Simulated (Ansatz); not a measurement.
## Geometry relaxation, with input and output: Cu (part 2 of 2)

The same run, continued: Cu (I4/mmm, 1 atom in the cell); DFT PBE, scalar-relativistic, plane waves, PAW, no spin polarisation (Ansatz 0.2.0); cutoff 420 eV, 20×20×20 k-mesh, Gaussian smearing of 0.1 eV. The structure derives from a Materials Project entry.

Geometry of the input (Å; fractional positions):
```
-1.4428  1.4428  1.3761
1.4428  -1.4428  1.3761
1.4428  1.4428  -1.3761
Cu 0.0000  0.0000  0.0000
```

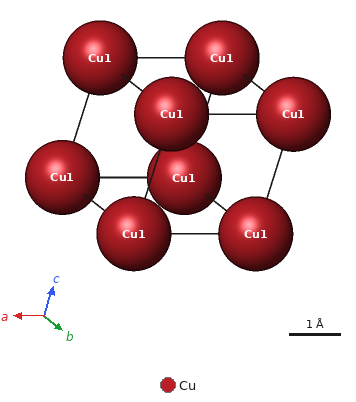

**Figure 1.** The geometry at step 3 of the log (spheres-only view of the cell of the calculation, seen at an oblique angle; atoms are numbered from 1 in the order of the input).

### Output, continued
```
SCF iter   1: F=—  HF=-6625.137108 eV  |F-HF|=—  |Δ(HF+E_count)|=         —  Δρ=2.85e-4  dr2=2.94e-6  ethr=4.67e-8  ⟨swp⟩=3.1  Hψ=63517  notcnv=0
preconditioner: auto → none  [metal: Δε(μ)=0.014 eV  Ē_g=17.024 eV  σ=0.100 eV  W_gap=0.08  n_scr=0 (ndim 8)  ℏωp=35.5 eV  f_vac=0.000  D(μ)=0.45/eV (n_scr^D=0)]
SCF iter   2: F=—  HF=-6625.137107 eV  |F-HF|=—  |Δ(HF+E_count)|=   1.31e-6  Δρ=1.28e-4  dr2=6.17e-7  ethr=1.55e-8  ⟨swp⟩=1.0  Hψ=8974  notcnv=0
iter 3 did not close the SCF: its close was put off for the readings that it lacked (scf_convergence_deferred on its scf_iter line)
SCF iter   3: F=-6625.137107 eV  HF=-6625.137107 eV  |F-HF|=1.41e-9  |Δ(HF+E_count)|=   4.85e-8  Δρ=6.70e-6  dr2=2.00e-9  ethr=3.25e-9  ⟨swp⟩=2.3  Hψ=12154  notcnv=0
iter 4 did not close the SCF: its close was put off for the readings that it lacked (scf_convergence_deferred on its scf_iter line)
SCF iter   4: F=-6625.137107 eV  HF=-6625.137107 eV  |F-HF|=1.36e-10  |Δ(HF+E_count)|=   2.05e-9  Δρ=1.28e-6  dr2=1.02e-10  ethr=1.05e-11  ⟨swp⟩=2.4  Hψ=14383  notcnv=0
iter 5 did not close the SCF: its close was put off for the readings that it lacked (scf_convergence_deferred on its scf_iter line)
SCF iter   5: F=-6625.137107 eV  HF=-6625.137107 eV  |F-HF|=1.82e-11  |Δ(HF+E_count)|=  2.36e-11  Δρ=4.70e-7  dr2=1.32e-11  ethr=1.00e-12  ⟨swp⟩=2.3  Hψ=12617  notcnv=0
SCF iter   6: F=-6625.137107 eV  HF=-6625.137107 eV  |F-HF|=1.82e-12  |Δ(HF+E_count)|=  2.73e-12  Δρ=1.29e-7  dr2=9.82e-13  ethr=1.00e-12  ⟨swp⟩=3.7  Hψ=34413  notcnv=0
SCF 5 converged in 6 iterations: F = -6625.137107 eV  dr2 = 9.82e-13
relax step   5: F+E_penalty+E_count = -6625.13710714 eV  Δ(F+E_penalty+E_count) = -6.397e-5 eV  max|allowed force component| = 0.000e0 eV/Å  Δτ_max = 0.0000 Å  P = -0.004 GPa  Ω = 12.013 Å³  energy of the carried Pulay correction = -4.682e-4 eV  (6 SCF iters, accepted)
iter 1 solved again at ethr=1.48e-8 eV; its pass at ethr=3.10e-3 eV (dr2=2.82e-6 eV) is discarded
SCF iter   1: F=—  HF=-6625.137124 eV  |F-HF|=—  |Δ(HF+E_count)|=         —  Δρ=1.65e-4  dr2=9.84e-7  ethr=1.48e-8  ⟨swp⟩=3.1  Hψ=63243  notcnv=0
preconditioner: auto → none  [metal: Δε(μ)=0.011 eV  Ē_g=17.023 eV  σ=0.100 eV  W_gap=0.06  n_scr=0 (ndim 8)  ℏωp=35.5 eV  f_vac=0.000  D(μ)=0.46/eV (n_scr^D=0)]
SCF iter   2: F=—  HF=-6625.137123 eV  |F-HF|=—  |Δ(HF+E_count)|=   1.09e-6  Δρ=7.37e-5  dr2=2.01e-7  ethr=5.18e-9  ⟨swp⟩=1.0  Hψ=8974  notcnv=0
iter 3 did not close the SCF: its close was put off for the readings that it lacked (scf_convergence_deferred on its scf_iter line)
SCF iter   3: F=-6625.137123 eV  HF=-6625.137123 eV  |F-HF|=1.78e-9  |Δ(HF+E_count)|=   6.66e-9  Δρ=6.22e-6  dr2=2.23e-9  ethr=1.06e-9  ⟨swp⟩=2.3  Hψ=12374  notcnv=0
iter 4 did not close the SCF: its close was put off for the readings that it lacked (scf_convergence_deferred on its scf_iter line)
SCF iter   4: F=-6625.137123 eV  HF=-6625.137123 eV  |F-HF|=6.88e-10  |Δ(HF+E_count)|=  3.87e-10  Δρ=3.03e-6  dr2=5.48e-10  ethr=1.17e-11  ⟨swp⟩=2.5  Hψ=14173  notcnv=0
iter 5 did not close the SCF: its close was put off for the readings that it lacked (scf_convergence_deferred on its scf_iter line)
SCF iter   5: F=-6625.137123 eV  HF=-6625.137123 eV  |F-HF|=5.37e-11  |Δ(HF+E_count)|=  9.82e-11  Δρ=8.56e-7  dr2=4.35e-11  ethr=2.89e-12  ⟨swp⟩=2.1  Hψ=12410  notcnv=0
SCF iter   6: F=-6625.137123 eV  HF=-6625.137123 eV  |F-HF|=2.73e-12  |Δ(HF+E_count)|=  6.37e-12  Δρ=1.40e-7  dr2=1.17e-12  ethr=1.00e-12  ⟨swp⟩=4.0  Hψ=38470  notcnv=0
SCF 6 converged in 6 iterations: F = -6625.137123 eV  dr2 = 1.17e-12
relax step   6: F+E_penalty+E_count = -6625.13712251 eV  Δ(F+E_penalty+E_count) = -1.538e-5 eV  max|allowed force component| = 0.000e0 eV/Å  Δτ_max = 0.0000 Å  P = +0.004 GPa  Ω = 12.013 Å³  energy of the carried Pulay correction = -4.690e-4 eV  (6 SCF iters, accepted)
iter 1 solved again at ethr=9.94e-9 eV; its pass at ethr=3.10e-3 eV (dr2=1.89e-6 eV) is discarded
SCF iter   1: F=—  HF=-6625.137127 eV  |F-HF|=—  |Δ(HF+E_count)|=         —  Δρ=1.38e-4  dr2=7.38e-7  ethr=9.94e-9  ⟨swp⟩=3.1  Hψ=63252  notcnv=0
preconditioner: auto → none  [metal: Δε(μ)=0.011 eV  Ē_g=17.024 eV  σ=0.100 eV  W_gap=0.06  n_scr=0 (ndim 8)  ℏωp=35.5 eV  f_vac=0.000  D(μ)=0.46/eV (n_scr^D=0)]
SCF iter   2: F=—  HF=-6625.137125 eV  |F-HF|=—  |Δ(HF+E_count)|=   1.05e-6  Δρ=5.96e-5  dr2=1.32e-7  ethr=3.88e-9  ⟨swp⟩=1.0  Hψ=8974  notcnv=0
SCF iter   3: F=—  HF=-6625.137125 eV  |F-HF|=—  |Δ(HF+E_count)|=   1.57e-9  Δρ=1.20e-5  dr2=9.08e-9  ethr=6.93e-10  ⟨swp⟩=2.4  Hψ=12913  notcnv=0
SCF iter   4: F=—  HF=-6625.137125 eV  |F-HF|=—  |Δ(HF+E_count)|=   1.54e-9  Δρ=2.32e-6  dr2=2.57e-10  ethr=4.78e-11  ⟨swp⟩=2.1  Hψ=12433  notcnv=0
iter 5 did not close the SCF: its close was put off for the readings that it lacked (scf_convergence_deferred on its scf_iter line)
SCF iter   5: F=-6625.137125 eV  HF=-6625.137125 eV  |F-HF|=9.09e-13  |Δ(HF+E_count)|=  8.64e-11  Δρ=1.67e-7  dr2=1.04e-12  ethr=1.35e-12  ⟨swp⟩=2.6  Hψ=13076  notcnv=0
SCF iter   6: F=-6625.137125 eV  HF=-6625.137125 eV  |F-HF|=0.00e0  |Δ(HF+E_count)|=  2.73e-12  Δρ=1.96e-8  dr2=1.11e-14  ethr=1.00e-12  ⟨swp⟩=3.8  Hψ=34751  notcnv=0
SCF 7 converged in 6 iterations: F = -6625.137125 eV  dr2 = 1.11e-14
relax step   7: F+E_penalty+E_count = -6625.13712547 eV  Δ(F+E_penalty+E_count) = -2.957e-6 eV  max|allowed force component| = 0.000e0 eV/Å  Δτ_max = 0.0000 Å  P = +0.002 GPa  Ω = 12.014 Å³  energy of the carried Pulay correction = -4.702e-4 eV  (6 SCF iters, accepted)
Initial wavefunctions: pseudopotential atomic-orbital guess (no wavefunctions were taken with the density)
iter 1 solved again at ethr=1.35e-8 eV; its pass at ethr=3.10e-3 eV (dr2=2.56e-6 eV) is discarded
SCF iter   1: F=—  HF=-6625.137205 eV  |F-HF|=—  |Δ(HF+E_count)|=         —  Δρ=9.69e-4  dr2=2.54e-6  ethr=1.35e-8  ⟨swp⟩=3.0  Hψ=71019  notcnv=0
SCF iter   2: F=—  HF=-6625.137436 eV  |F-HF|=—  |Δ(HF+E_count)|=   2.31e-4  Δρ=4.85e-4  dr2=7.01e-7  ethr=1.34e-8  ⟨swp⟩=1.0  Hψ=8974  notcnv=0
SCF iter   3: F=—  HF=-6625.137513 eV  |F-HF|=—  |Δ(HF+E_count)|=   7.74e-5  Δρ=4.89e-5  dr2=6.79e-8  ethr=3.69e-9  ⟨swp⟩=1.0  Hψ=8976  notcnv=0
SCF iter   4: F=—  HF=-6625.137513 eV  |F-HF|=—  |Δ(HF+E_count)|=   4.05e-7  Δρ=4.81e-6  dr2=1.82e-10  ethr=3.57e-10  ⟨swp⟩=2.1  Hψ=12430  notcnv=0
iter 5 did not close the SCF: its close was put off for the readings that it lacked (scf_convergence_deferred on its scf_iter line)
SCF iter   5: F=-6625.137513 eV  HF=-6625.137513 eV  |F-HF|=9.09e-12  |Δ(HF+E_count)|=   6.72e-9  Δρ=3.81e-7  dr2=7.88e-12  ethr=1.00e-12  ⟨swp⟩=2.0  Hψ=14091  notcnv=0
SCF iter   6: F=-6625.137513 eV  HF=-6625.137513 eV  |F-HF|=9.09e-13  |Δ(HF+E_count)|=  1.46e-11  Δρ=4.89e-8  dr2=6.90e-14  ethr=1.00e-12  ⟨swp⟩=3.5  Hψ=33732  notcnv=0
SCF 8 converged in 6 iterations: F = -6625.137513 eV  dr2 = 6.90e-14
relax step   8: F+E_penalty+E_count = -6625.13751344 eV  Δ(F+E_penalty+E_count) = -3.880e-4 eV  max|allowed force component| = 0.000e0 eV/Å  Δτ_max = 0.0000 Å  P = -0.042 GPa  Ω = 12.014 Å³  stress off target by 4.37e-2 GPa  SCF on the basis re-selected at this cell (its energy is not comparable with the rows above)  (6 SCF iters)
basis re-selected at this cell: Δ(F+E_penalty+E_count) = -3.880e-4 eV, ΔP = -0.044 GPa vs the last step (what re-selecting the basis moved, of the pressure what is left beyond the Pulay correction that the steps carried, after the strain that the cell walked since its last selection, with what the two solves' SCF thresholds leave and, on support functions, any second-order correction that the steps lacked; it is no measure of the basis error at this ecutwfc). This SCF's stress stands 4.37e-2 GPa from its target on what of the cell is left free (relax.cell.stress_tol is 5.00e-2 GPa) and its largest allowed force component is 0.00e0 eV/Å (relax.f_tol is 5.00e-3 eV/Å): within both
SCF converged after 6 iterations
Free energy (F): -6625.137513 eV
Harris-Foulkes:  -6625.137513 eV  (|F-HF|=9.09e-13)
Internal energy: -6625.135232 eV  (E = F + TS)
E sigma→0 (E₀):  -6625.136373 eV
Entropy (-TS):   -0.002282 eV (-2.282 meV/atom)
Fermi energy:    16.406736 eV
--- Per-component energies (eV) ---
  E_band       = -365.465676
  E_kinetic    = 299.753111
  E_local      = -4082.152286  (includes V_loc(G=0)·N_el)
  E_nonlocal   = 390.078102
  E_hartree    = 1797.263475
  E_xc         = -89.428898
  E_vxc        = -115.397395  (∫ρ·V_xc dr)
  E_paw        = -1663.112942  (= ΣΔE_a)
  E_vpaw       = -452.274454  (= ΣTr[D̂ρ^β])
  E_aug_tail   = 0.000314  (compensation charges beyond the density's cutoff)
  E_ewald      = -3277.536108
  E_smearing   = -0.002282  (= −TS)
  E_closure    = 0.000000  (closes the sum)
  Σ components = -6625.137513   (vs F -6625.137513, Δ=0.00e0)
--- Forces (eV/Å), atoms counted from 1 ---
  atom   1  Cu     0.00000000     0.00000000     0.00000000
  max |Σ_I F_I| component: 4.01e-32 eV/Å
--- Stress (GPa, compression-positive) ---
       -0.040876       0.000000       0.000000
        0.000000      -0.040876      -0.000000
        0.000000       0.000000      -0.043703
  P = ⅓ Tr σ = -0.0418 GPa (-0.418 kbar)
--- Band table (eV; the first three rows and the last of 641) ---
  k-point 0: bands = ["-96.1369", "-53.4544", "-53.4490", "-53.4490", "7.1282", "13.2099", "13.4743", "13.4743", "14.2108", "14.4912", "40.4983", "40.4983", "42.3925", "44.0520"]
  k-point 1: bands = ["-96.1366", "-53.4553", "-53.4516", "-53.4489", "7.2194", "13.2125", "13.4597", "13.5086", "14.1931", "14.4882", "39.0794", "40.5280", "42.1241", "43.1135"]
  k-point 2: bands = ["-96.1357", "-53.4590", "-53.4576", "-53.4486", "7.4906", "13.2178", "13.4177", "13.6092", "14.1468", "14.4797", "36.5832", "40.3846", "41.5331", "42.1370"]
  k-point 640: bands = ["-96.1122", "-53.5320", "-53.5320", "-53.5238", "11.8436", "11.9014", "14.9025", "14.9025", "14.9701", "23.6631", "23.6631", "26.2101", "29.2372", "29.8119"]
--- Relaxed structure (7 steps of the walk, 7 accepted, 1 SCFs on fresh bases) ---
  F+E_penalty+E_count = -6625.13751344 eV   max|allowed force component| = 0.000e0 eV/Å   (the final SCF, on the basis selected at the relaxed cell)
  cell:  # Å, volume = 12.0142 Å³
    - [-1.4755302430569568, 1.4755302430569568, 1.379556684465077]
    - [1.4755302430569568, -1.4755302430569568, 1.379556684465077]
    - [1.4755302430569568, 1.4755302430569568, -1.379556684465077]
  atoms:
    - { symbol: Cu, position: [0.0, 0.0, 0.0] }
```

### Trajectory as extended XYZ (Å, eV, eV/Å), 8 frames, from step=1 to step=8
```
1
Lattice="-1.4428 1.4428 1.3761 1.4428 -1.4428 1.3761 1.4428 1.4428 -1.3761" Properties=species:S:1:pos:R:3:forces:R:3 step=1 energy=-6625.12532 pressure_GPa=7.29
Cu    0.0000    0.0000    0.0000    0.0000   0.0000   0.0000
1
Lattice="-1.4544 1.4544 1.3845 1.4544 -1.4544 1.3845 1.4544 1.4544 -1.3845" Properties=species:S:1:pos:R:3:forces:R:3 step=2 energy=-6625.13386 pressure_GPa=3.65
Cu    0.0000    0.0000    0.0000    0.0000   0.0000   0.0000
1
Lattice="-1.4678 1.4678 1.3910 1.4678 -1.4678 1.3910 1.4678 1.4678 -1.3910" Properties=species:S:1:pos:R:3:forces:R:3 step=3 energy=-6625.13700 pressure_GPa=0.29
Cu    0.0000    0.0000    0.0000    0.0000   0.0000   0.0000
1
Lattice="-1.4702 1.4702 1.3896 1.4702 -1.4702 1.3896 1.4702 1.4702 -1.3896" Properties=species:S:1:pos:R:3:forces:R:3 step=4 energy=-6625.13704 pressure_GPa=-0.02
Cu    0.0000    0.0000    0.0000    0.0000   0.0000   0.0000
1
Lattice="-1.4728 1.4728 1.3845 1.4728 -1.4728 1.3845 1.4728 1.4728 -1.3845" Properties=species:S:1:pos:R:3:forces:R:3 step=5 energy=-6625.13711 pressure_GPa=-0.00
Cu    0.0000    0.0000    0.0000    0.0000   0.0000   0.0000
1
Lattice="-1.4743 1.4743 1.3817 1.4743 -1.4743 1.3817 1.4743 1.4743 -1.3817" Properties=species:S:1:pos:R:3:forces:R:3 step=6 energy=-6625.13712 pressure_GPa=0.00
Cu    0.0000    0.0000    0.0000    0.0000   0.0000   0.0000
1
Lattice="-1.4755 1.4755 1.3796 1.4755 -1.4755 1.3796 1.4755 1.4755 -1.3796" Properties=species:S:1:pos:R:3:forces:R:3 step=7 energy=-6625.13713 pressure_GPa=0.00
Cu    0.0000    0.0000    0.0000    0.0000   0.0000   0.0000
1
Lattice="-1.4755 1.4755 1.3796 1.4755 -1.4755 1.3796 1.4755 1.4755 -1.3796" Properties=species:S:1:pos:R:3:forces:R:3 step=8 energy=-6625.13751 pressure_GPa=-0.04
Cu    0.0000    0.0000    0.0000    0.0000   0.0000   0.0000
```

### Key numbers

```tsv
quantity	value
outcome	converged
space group (tolerance 0.01 Å)	I4/mmm (139)
electrons treated	19
free energy	−6625.1375 eV
Fermi energy	16.407 eV
gap on the k-point mesh	none (metallic)
pressure	−0.04 GPa
final volume	12.01 Å³
largest force (length of the vector) at the end	under 0.001 eV/Å
final cell	a = 2.502 Å, b = 2.502 Å, c = 2.502 Å, α = 107.71°, β = 107.71°, γ = 113.06°
hardware	1 thread of Intel Xeon (Granite Rapids), 32 GiB of memory available, shared host
wall time	29 s
peak memory	0.46 GiB
```
